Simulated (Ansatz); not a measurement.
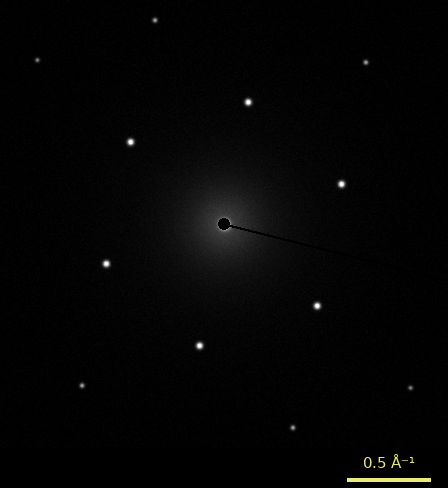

Simulated selected-area electron diffraction pattern (100 kV, kinematic approximation, thin crystal, B = 1 Å² for all atoms).

Read the repeat vectors of the pattern off the scale bar.

The spots form a hexagonal net with both shortest vectors at d = 1.34 Å, 60.0° apart.

What is the point symmetry of the pattern, intensities included?

6mm. Such a pattern arises along the three- or sixfold axis of a trigonal, hexagonal or cubic crystal.

What was simulated?

This cannot be fixed from one zone alone; the pattern is [111] of Ru, space group Fm-3m (No. 225), a = 3.78 Å. The net vectors are -2 2 0 and -2 0 2. Structure: the input geometry of an electronic-structure calculation (not necessarily at equilibrium); the starting structure was generated, so it need not be a known form of this composition.
